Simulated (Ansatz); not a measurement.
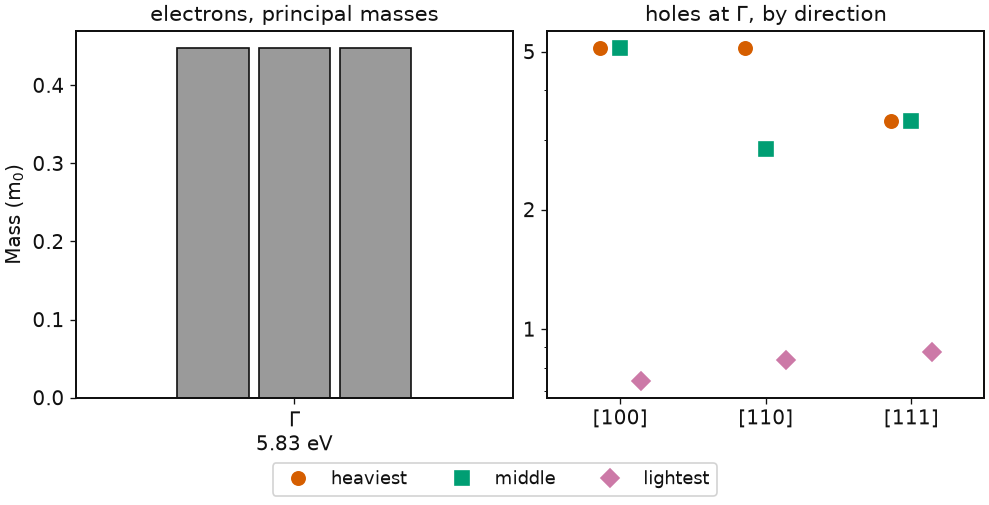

Effective masses at the band extrema of rocksalt KCl, space group Fm-3m, 2 atoms in the primitive cell, in a cell relaxed beforehand (cubic a = 6.293 Å), in units of the free-electron mass, from finite differences of the levels. Left, the three principal masses of each conduction valley, with its energy above the valence top; right, the masses of the bands that meet at the valence top.

Level of theory: r2SCAN, Ansatz PAW set, no spin polarisation, no spin-orbit coupling, 6×6×6 k mesh, 500 eV cutoff; code Ansatz 0.2.0.

**What are the masses of the lowest valley?**

It lies at Γ, 5.83 eV above the valence top, and is isotropic with m* = 0.447.

**How do the hole masses depend on direction?**

Along [100] 5.12, 5.12 and 0.74; along [110] 5.12, 2.85 and 0.836; along [111] 3.34, 3.34 and 0.874.

The PAW data sets were made with another functional. LDA, GGA and most meta-GGA functionals understate gaps. Without spin-orbit coupling the bands that meet at the top aren't the heavy and light holes of experiment. An understated gap makes light masses too light.
